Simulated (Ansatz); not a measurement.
System: NbAs, space group I4_1md (No. 109), 4 atoms in the cell.

Space group I4_1md (No. 109). a = 3.452 Å, b = 3.452 Å, c = 11.680 Å, α = 90.00°, β = 90.00°, γ = 90.00°
| atom | site | symmetry | x | y | z |
| --- | --- | --- | --- | --- | --- |
| Nb | 4a | 2mm. | 0.5000 | 0.5000 | 0.0000 |
| As | 4a | 2mm. | 0.0000 | 0.0000 | 0.9160 |

Computed with Ansatz 0.2.0: DFT, LDA, all-electron LAPW, scalar-relativistic, no spin polarisation, 15×15×15 k mesh, Fermi-Dirac smearing of 0.08 eV.

What does the calculation give for the electronic structure? The path is Γ–X–P–N–Γ–M–S–S0–Γ.

A metal: bands cross the Fermi level along this path. At Γ the nearest levels lie 1.38 eV below and 0.73 eV above the Fermi level. The density of states at the Fermi level isn't well fixed here: it changes fast, and within 0.3 eV it runs from 0.13 to 1.5 per eV and cell.

The cell is at −6 GPa in this functional.

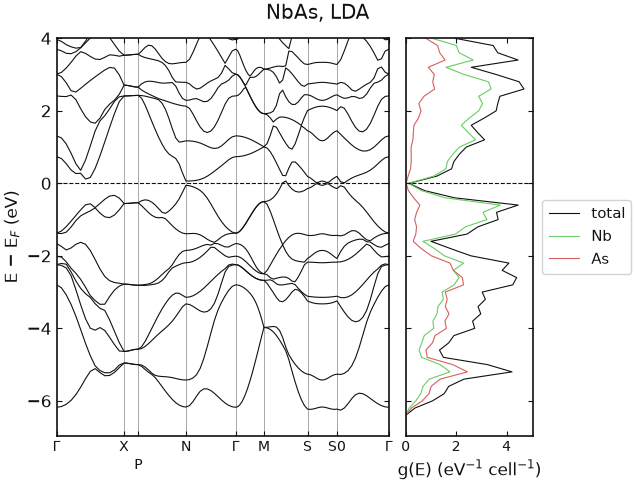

Band structure and density of states. Energies are counted from the Fermi level. The path runs straight from each named point to the next. The partial curves are projected on atomic shells.
